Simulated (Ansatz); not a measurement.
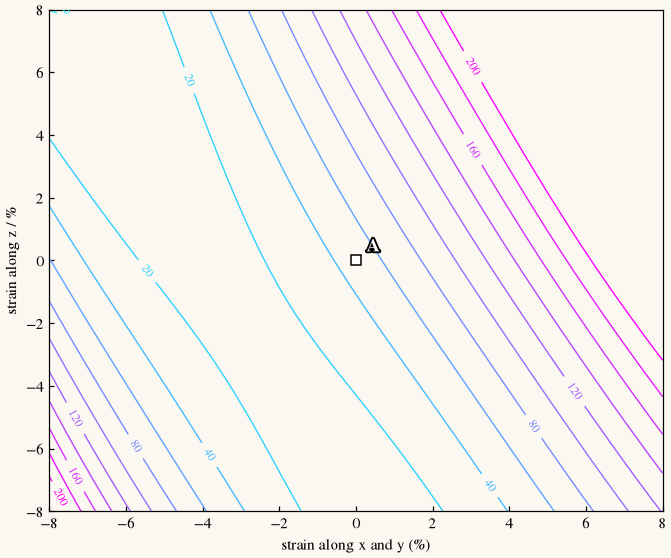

Ag (Im-3m, No. 229; 1 atom in the cell). 
- The cell is strained homogeneously, by one strain along x and y and another along z, with fractional coordinates fixed (x, y and z along the cube axes).
- First axis: strain along x and y. Second axis: strain along z.
- The scan uses a 5 × 5 grid.
- Points are written as (first, second).
- Energies: meV/atom, counted from the lowest grid point.
- The reference cell is the one listed in the database, not relaxed at this level.
- These are results of DFT PBEsol, scalar-relativistic, plane waves, PAW (Ansatz), not measurements. Settings: cutoff 420 eV, k-mesh 20×20×20, gaussian smearing 0.15 eV, no spin polarisation.

Drawn: contour lines labelled in meV/atom (none above 200), the point A. Between grid points the surface is interpolated.

Q: Is A at rest? If not, where is it pushed?

A: A, at (0 %, 0 %), is not a stationary point. The computed force is 16 meV/atom for each 1 % towards smaller values of strain along x and y and 8.2 meV/atom for each 1 % towards smaller values of strain along z.
